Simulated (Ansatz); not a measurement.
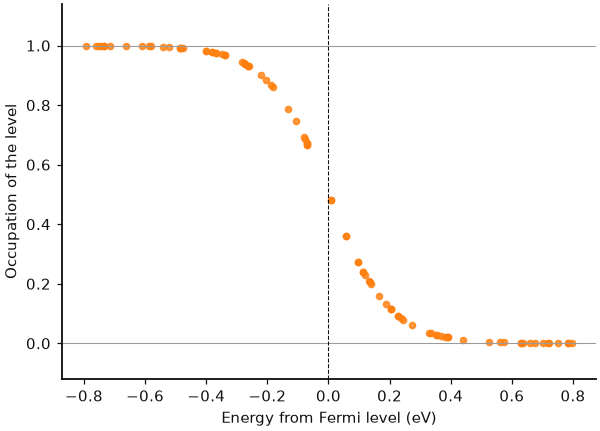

Occupations of the one-electron levels of the k mesh against their energy, from a run on Y, space group Cmcm, 2 atoms in the cell, with Ansatz.

**Name the smearing function and its width.**

Fermi-Dirac smearing with a width of 0.1 eV. The occupations stay between 0 and 1 and have long exponential tails; the slope at the Fermi level is 1/(4 × width).
